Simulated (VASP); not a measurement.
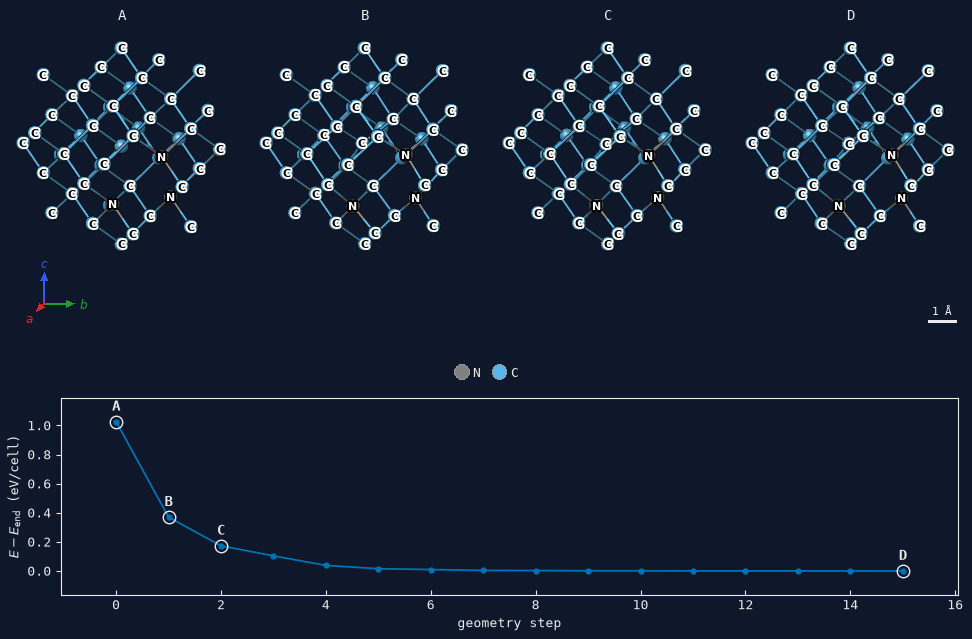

Frames of a relaxation of a defect cell of composition C212N3, marked on the history of the run. The picture is a ball-and-stick view of the atoms within 4.2 Å of the atom that moves most (axes of the cell of the calculation), seen from a free direction.

The run lets the atoms move in a fixed cell.

Method: Kohn-Sham DFT of a periodic cell, PBE, VASP PAW PBE potentials, recommended (VASP 6.6.1).

The input:
```
PREC = Accurate ; ENCUT = 420
EDIFF = 1E-5 ; ISMEAR = 0
SIGMA = 0.01 ; LREAL = Auto
LASPH = True ; NELM = 80
ALGO = Fast ; ISIF = 2
LWAVE = False ; LCHARG = False
ISPIN = 2 ; MAGMOM = 0 0 0 0 0 0 0 0 0 0 0 0 0 0 0 0 0 0 0 0 0 0 0 0 0 0 0 0 0 0 0 0 0 0 0 0 0 0 0 0 0 0 0 0 0 0 0 0 0 0 0 0 0 0 0 0 0 0 0 0 0 0 0 0 0 0 0 0 0 0 0 0 0 0 0 0 0 0 0 0 0 0 0 0 0 0 0 0 0 0 0 0 0 0 0 0 0 0 0 0 0 0 0 0 0 0 0 0 0 0 0 0 0 0 0 0 0 0 0 0 0 0 0 0 0 0 0 0 0 0 0 0 0 0 0 0 0 0 0 0 0 0 0 0 0 0 0 0 0 0 0 0 0 0 0 0 0 0 0 0 0 0 0 0 0 0 0 0 0 0 0 0 0 0 0 0 0 0 0 0 0 0 0 0 0 0 0 0 0 0 0 0 0 0 0 0 0 0 1 0 0 0 0 0 0 0 0 0 0 0 0 0 0 0 0
LORBIT = 11 ; NUPDOWN = 1
GGA = PE ; IBRION = 2
NSW = 40 ; EDIFFG = -0.01
NELECT = 863 ; ISYM = 0
NCORE = 1 ; LUSENCCL = False
```

Run as
```bash
cat potpaw_PBE.64/N/POTCAR potpaw_PBE.64/C/POTCAR > POTCAR
mpirun -np 1 vasp_gam > vasp.out
```

**What happens along the run?**

After 15 geometry steps the energy has fallen by 1.026 eV per cell of the calculation. The largest force component goes from 1.9 to 0.0061 eV/Å. The largest move is that of a C atom, 0.14 Å along [−1 −1 1]. Largest moves by element: C 0.14 Å, N 0.12 Å. The lattice vectors keep their values. Some distances before and after: C–N 1.547 → 1.477 Å, C–C 1.547 → 1.490 Å, C–C 1.547 → 1.567 Å, C–C 1.547 → 1.541 Å. Bond angles that change, for instance: C–C–C 109.5° → 114.4°, C–C–C 109.5° → 104.7°, C–N–C 109.5° → 113.1°. It ran on 1 × NVIDIA H100 80GB with 1 thread of AMD EPYC 7R13 Processor (Zen 3) (shared host). From step 0 to 1: a C atom moves most (0.16 Å), energy −0.656 eV per cell of the calculation. From step 1 to 2: a C atom moves most (0.05 Å), energy −0.197 eV per cell of the calculation. From step 2 to 15: a C atom moves most (0.04 Å), energy −0.173 eV per cell of the calculation.

```
step  E − E(0), meV/atom  largest force component, eV/Å
   0                0.00                         1.8685
   1               -3.05                         1.2809
   2               -3.97                         0.6134
   3               -4.29                         0.6057
   4               -4.60                         0.1572
   5               -4.70                         0.1403
   6               -4.73                         0.0868
   7               -4.76                         0.0533
   8               -4.76                         0.0377
   9               -4.77                         0.0261
  10               -4.77                         0.0190
  11               -4.77                         0.0199
  12               -4.77                         0.0159
  13               -4.77                         0.0087
  14               -4.77                         0.0093
  15               -4.77                         0.0061
```
